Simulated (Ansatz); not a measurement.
**From B to Y**

System: B (Fm-3m, 1 atom in the cell).
Method of run A: DFT PBE, scalar-relativistic, plane waves, PAW, no spin polarisation (Ansatz 0.2.0).
System of run B: Y (Fm-3m, 1 atom in the cell).

On run A: The structure was made by swapping elements on the sites of another compound; it need not be a known phase. On run B: The structure was made by swapping elements on the sites of another compound; it need not be a known phase. It belongs to a series of runs on one base structure; here: Al -> Y on all its sites, cell and atoms relaxed. Text and figures count atoms from 1; the logs count them from 0 in places.

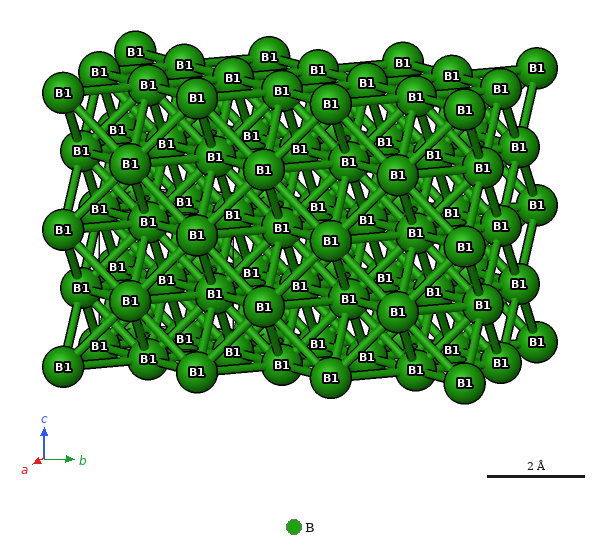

**Figure 1.** The starting structure (ball-and-stick view of the cell 4 times as large as that of the calculation, set on its symmetry axes, repeated 2 × 3 × 2, seen slightly off an axis; atoms are numbered from 1 in the order of the input).

**Input file, run A**
```yaml
crystal:
  lattice:
    - [0.0, 1.4328220193, 1.4328220193]
    - [1.4328220193, 0.0, 1.4328220193]
    - [1.4328220193, 1.4328220193, 0.0]
  atoms:
    - { symbol: B, position: [0.0, 0.0, 0.0] }
basis:
  ecutwfc: 420
kpoints:
  mp_grid: { grid: [24, 24, 24] }
hamiltonian:
  xc: pbe
scf:
  occupations: { method: gaussian, width: 0.1 }
output:
  forces: true
  stress: true
  eigenvalues: true
relax:
  adjacent_minimum: "off"
  f_tol: 0.01
  max_steps: 60
  cell: { stress_tol: 0.1 }
```

Launched with:
```bash
ansatz run input.yaml --threads 1 --pin off --max-ram 2560MiB --backend cpu --events-out ev --progress --plain --runs-dir out
```

Hardware: 1 thread of AMD EPYC (Zen 3), 32 GiB of memory available, shared host.

**Output, shortened to warnings, some set-up lines, iterations and results (run A)**
```
Basis set: ecut = 420 eV, 113 PW (Γ), exchange–correlation on 30×30×30 points (8 copies of the dense FFT grid, shifted against one another)
Symmetry: 48 space group operations
k-points: 413 of 13824
Initial density: superposition of atomic densities (neutral atoms: chi_scale 0, normalization atom), corrected by the library's trained network
[...]
SCF iter   1: F=—  HF=-154.558365 eV  |F-HF|=—  |Δ(HF+E_count)|=         —  Δρ=3.65e-3  dr2=3.35e-4  ethr=1.77e-3  ⟨swp⟩=4.5  Hψ=18289  notcnv=0
SCF iter   2: F=—  HF=-154.558359 eV  |F-HF|=—  |Δ(HF+E_count)|=   6.50e-6  Δρ=1.70e-3  dr2=6.85e-5  ethr=1.12e-5  ⟨swp⟩=1.0  Hψ=5782  notcnv=0
SCF iter   3: F=—  HF=-154.558376 eV  |F-HF|=—  |Δ(HF+E_count)|=   1.71e-5  Δρ=1.31e-4  dr2=4.47e-7  ethr=2.28e-6  ⟨swp⟩=1.0  Hψ=2274  notcnv=0
SCF iter   4: F=-154.558376 eV  HF=-154.558376 eV  |F-HF|=4.45e-10  |Δ(HF+E_count)|=   4.38e-8  Δρ=6.92e-6  dr2=1.30e-9  ethr=1.49e-8  ⟨swp⟩=1.0  Hψ=2274  notcnv=0
SCF iter   5: F=-154.558376 eV  HF=-154.558376 eV  |F-HF|=1.71e-13  |Δ(HF+E_count)|=  5.50e-10  Δρ=1.12e-6  dr2=4.01e-11  ethr=4.32e-11  ⟨swp⟩=1.2  Hψ=2390  notcnv=0
[... 7 lines ...]
SCF iter   1: F=—  HF=-154.558378 eV  |F-HF|=—  |Δ(HF+E_count)|=         —  Δρ=6.59e-6  dr2=1.11e-9  ethr=2.29e-8  ⟨swp⟩=2.0  Hψ=24967  notcnv=0
SCF iter   2: F=—  HF=-154.558379 eV  |F-HF|=—  |Δ(HF+E_count)|=   6.54e-7  Δρ=3.10e-6  dr2=2.33e-10  ethr=3.69e-11  ⟨swp⟩=1.7  Hψ=2866  notcnv=0
SCF iter   3: F=-154.558379 eV  HF=-154.558379 eV  |F-HF|=1.42e-13  |Δ(HF+E_count)|=  4.00e-11  Δρ=1.48e-7  dr2=4.41e-13  ethr=1.33e-12  ⟨swp⟩=2.9  Hψ=7337  notcnv=0
SCF 3 converged in 3 iterations: F = -154.558379 eV  dr2 = 4.41e-13
relax step   3: F+E_penalty+E_count = -154.55837909 eV  Δ(F+E_penalty+E_count) = -4.163e-6 eV  max|allowed force component| = 0.000e0 eV/Å  Δτ_max = 0.0000 Å  P = +0.061 GPa  …
basis re-selected at this cell: Δ(F+E_penalty+E_count) = -4.163e-6 eV, ΔP = +0.000 GPa vs the last step (what re-selecting the basis moved, of the pressure what is left beyond the Pulay correction that the steps carried, after the strain that the cell walked since its last selection, with what the …
SCF converged after 3 iterations
Free energy (F): -154.558379 eV
Harris-Foulkes:  -154.558379 eV  (|F-HF|=1.42e-13)
Internal energy: -154.557058 eV  (E = F + TS)
E sigma→0 (E₀):  -154.557719 eV
Entropy (-TS):   -0.001321 eV (-1.321 meV/atom)
Fermi energy:    14.466473 eV
--- Per-component energies (eV) ---
  E_band       = 19.082694
  E_kinetic    = 48.832376
  E_local      = -0.369066  (includes V_loc(G=0)·N_el)
  E_nonlocal   = 11.268478
  E_hartree    = 0.253477
  E_xc         = -32.497544
  E_vxc        = -38.693067  (∫ρ·V_xc dr)
  E_paw        = -78.378031  (= ΣΔE_a)
  E_vpaw       = -2.462980  (= ΣTr[D̂ρ^β])
  E_aug_tail   = -0.000001  (compensation charges beyond the density's cutoff)
  E_ewald      = -103.666746
  E_smearing   = -0.001321  (= −TS)
  E_closure    = 0.000000  (closes the sum)
  Σ components = -154.558379   (vs F -154.558379, Δ=0.00e0)
--- Forces (eV/Å), atoms counted from 1 ---
  atom   1  B      0.00000000     0.00000000    -0.00000000
  max |Σ_I F_I| component: 4.37e-33 eV/Å
--- Stress (GPa, compression-positive) ---
        0.060871       0.000000       0.000000
        0.000000       0.060871       0.000000
        0.000000      -0.000000       0.060871
  P = ⅓ Tr σ = 0.0609 GPa (0.609 kbar)
--- Relaxed structure (2 steps of the walk, 2 accepted, 1 SCFs on fresh bases) ---
  F+E_penalty+E_count = -154.55837909 eV   max|allowed force component| = 0.000e0 eV/Å   (the final SCF, on the basis selected at the relaxed cell)
  cell:  # Å, volume = 5.8843 Å³
    - [9.377798356929543e-35, 1.432917296544556, 1.432917296544556]
    - [1.432917296544556, 1.7833802115134564e-34, 1.432917296544556]
    - [1.432917296544556, 1.432917296544556, -3.360631725309432e-35]
  atoms:
    - { symbol: B, position: [0.0, 0.0, 0.0] }
```

The input of run B differs as follows (lines with − go, lines with + come):
```diff
-    - [0.0, 1.4328220193, 1.4328220193]
-    - [1.4328220193, 0.0, 1.4328220193]
-    - [1.4328220193, 1.4328220193, 0.0]
+    - [0.0, 2.5319323489, 2.5319323489]
+    - [2.5319323489, 0.0, 2.5319323489]
+    - [2.5319323489, 2.5319323489, 0.0]
-    - { symbol: B, position: [0.0, 0.0, 0.0] }
+    - { symbol: "Y", position: [0.0, 0.0, 0.0] }
-  mp_grid: { grid: [24, 24, 24] }
+  mp_grid: { grid: [14, 14, 14] }
```

Predict how the results change.

The total energies belong to different systems, so their difference says nothing on which is more stable or more accurate. The volume per atom goes from 5.88 to 32.46 Å³. The SCF takes 10 iterations over all geometry steps against 11. The irreducible k-points go from 413 to 104.

**Output, shortened to warnings, some set-up lines, iterations and results (run B)**
```
Basis set: ecut = 420 eV, 609 PW (Γ), exchange–correlation on 48×48×48 points (8 copies of the dense FFT grid, shifted against one another)
Symmetry: 48 space group operations
k-points: 104 of 2744
Initial density: superposition of atomic densities (neutral atoms: chi_scale 0, normalization atom), corrected by the library's trained network
[...]
SCF iter   1: F=—  HF=-3848.645820 eV  |F-HF|=—  |Δ(HF+E_count)|=         —  Δρ=1.63e-3  dr2=9.54e-4  ethr=1.77e-3  ⟨swp⟩=5.0  Hψ=5869  notcnv=0
SCF iter   2: F=—  HF=-3848.645821 eV  |F-HF|=—  |Δ(HF+E_count)|=   1.20e-6  Δρ=1.05e-3  dr2=4.77e-4  ethr=8.68e-6  ⟨swp⟩=2.6  Hψ=2314  notcnv=0
SCF iter   3: F=—  HF=-3848.645785 eV  |F-HF|=—  |Δ(HF+E_count)|=   3.64e-5  Δρ=3.57e-4  dr2=3.57e-5  ethr=4.34e-6  ⟨swp⟩=2.1  Hψ=1212  notcnv=0
SCF iter   4: F=—  HF=-3848.645771 eV  |F-HF|=—  |Δ(HF+E_count)|=   1.38e-5  Δρ=1.64e-4  dr2=5.08e-6  ethr=3.25e-7  ⟨swp⟩=2.2  Hψ=1584  notcnv=0
SCF iter   5: F=—  HF=-3848.645771 eV  |F-HF|=—  |Δ(HF+E_count)|=   2.45e-7  Δρ=3.73e-5  dr2=3.70e-7  ethr=4.62e-8  ⟨swp⟩=2.0  Hψ=1595  notcnv=0
SCF iter   6: F=-3848.645770 eV  HF=-3848.645771 eV  |F-HF|=1.69e-8  |Δ(HF+E_count)|=   1.07e-7  Δρ=1.09e-5  dr2=2.74e-8  ethr=9.09e-10  ⟨swp⟩=5.3  Hψ=4721  notcnv=0
SCF 1 converged in 6 iterations: F = -3848.645770 eV  dr2 = 2.74e-8
relax step   1: F+E_penalty+E_count = -3848.64577050 eV  Δ(F+E_penalty+E_count) = +0.000e0 eV  max|allowed force component| = 0.000e0 eV/Å  Δτ_max = 0.0000 Å  P = -0.014 GPa  …
SCF iter   1: F=—  HF=-3848.645771 eV  |F-HF|=—  |Δ(HF+E_count)|=         —  Δρ=1.08e-5  dr2=2.71e-8  ethr=5.33e-8  ⟨swp⟩=3.0  Hψ=9090  notcnv=0
SCF iter   2: F=—  HF=-3848.645771 eV  |F-HF|=—  |Δ(HF+E_count)|=   6.79e-7  Δρ=3.52e-6  dr2=1.35e-9  ethr=2.46e-10  ⟨swp⟩=2.3  Hψ=1541  notcnv=0
SCF iter   3: F=—  HF=-3848.645771 eV  |F-HF|=—  |Δ(HF+E_count)|=  4.67e-10  Δρ=1.13e-6  dr2=1.04e-10  ethr=1.23e-11  ⟨swp⟩=2.6  Hψ=1601  notcnv=0
SCF iter   4: F=-3848.645771 eV  HF=-3848.645771 eV  |F-HF|=9.09e-13  |Δ(HF+E_count)|=  1.24e-10  Δρ=4.01e-8  dr2=1.44e-13  ethr=1.00e-12  ⟨swp⟩=4.1  Hψ=2863  notcnv=0
SCF 2 converged in 4 iterations: F = -3848.645771 eV  dr2 = 1.44e-13
relax step   2: F+E_penalty+E_count = -3848.64577051 eV  Δ(F+E_penalty+E_count) = -8.424e-9 eV  max|allowed force component| = 0.000e0 eV/Å  Δτ_max = 0.0000 Å  P = -0.013 GPa …
basis re-selected at this cell: Δ(F+E_penalty+E_count) = -8.424e-9 eV, ΔP = +0.000 GPa vs the last step (what re-selecting the basis moved, of the pressure what is left beyond the Pulay correction that the steps carried, after the strain that the cell walked since its last selection, with what the …
SCF converged after 4 iterations
Free energy (F): -3848.645771 eV
Harris-Foulkes:  -3848.645771 eV  (|F-HF|=9.09e-13)
Internal energy: -3848.637170 eV  (E = F + TS)
E sigma→0 (E₀):  -3848.641470 eV
Entropy (-TS):   -0.008601 eV (-8.601 meV/atom)
Fermi energy:    9.530854 eV
--- Per-component energies (eV) ---
  E_band       = -119.853828
  E_kinetic    = 304.728994
  E_local      = -610.052333  (includes V_loc(G=0)·N_el)
  E_nonlocal   = 50.237954
  E_hartree    = 193.547870
  E_xc         = -172.946202
  E_vxc        = -198.559303  (∫ρ·V_xc dr)
  E_paw        = -2825.381689  (= ΣΔE_a)
  E_vpaw       = -53.304885  (= ΣTr[D̂ρ^β])
  E_aug_tail   = 0.000003  (compensation charges beyond the density's cutoff)
  E_ewald      = -788.771766
  E_smearing   = -0.008601  (= −TS)
  E_closure    = 0.000000  (closes the sum)
  Σ components = -3848.645771   (vs F -3848.645771, Δ=0.00e0)
--- Forces (eV/Å), atoms counted from 1 ---
  atom   1  Y     -0.00000000    -0.00000000    -0.00000000
  max |Σ_I F_I| component: 6.57e-32 eV/Å
--- Stress (GPa, compression-positive) ---
       -0.013468       0.000000      -0.000000
        0.000000      -0.013468      -0.000000
       -0.000000       0.000000      -0.013468
  P = ⅓ Tr σ = -0.0135 GPa (-0.135 kbar)
--- Relaxed structure (1 steps of the walk, 1 accepted, 1 SCFs on fresh bases) ---
  F+E_penalty+E_count = -3848.64577051 eV   max|allowed force component| = 0.000e0 eV/Å   (the final SCF, on the basis selected at the relaxed cell)
  cell:  # Å, volume = 32.4628 Å³
    - [0.0, 2.5319323489, 2.5319323489]
    - [2.5319323489, 0.0, 2.5319323489]
    - [2.5319323489, 2.5319323489, 0.0]
  atoms:
    - { symbol: Y, position: [0.0, 0.0, 0.0] }
```

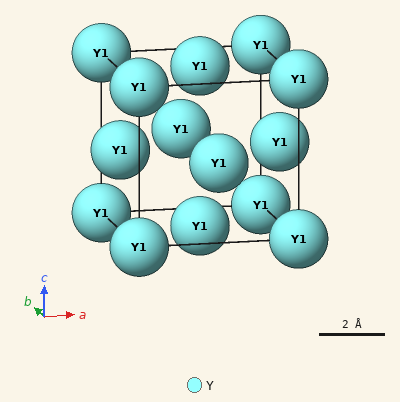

**Figure 2.** The input structure of run B (spheres-only view of the cell 4 times as large as that of the calculation, set on its symmetry axes, seen slightly off an axis; atoms are numbered from 1 in the order of the input).

**The two runs side by side**

```tsv
quantity	run A	run B
outcome	converged	converged
free energy per atom (eV)	−154.5584	−3848.6458
energy per atom, smearing taken to zero (eV)	−154.5577	−3848.6415
gap on the mesh (eV)	0.00	0.00
pressure (GPa)	0.06	−0.01
volume per atom (Å³)	5.88	32.46
largest force (eV/Å)	0.000	0.000
SCF iterations	11	10
irreducible k-points	413	104
wall time (shared host)	5.5 s	3.9 s
```
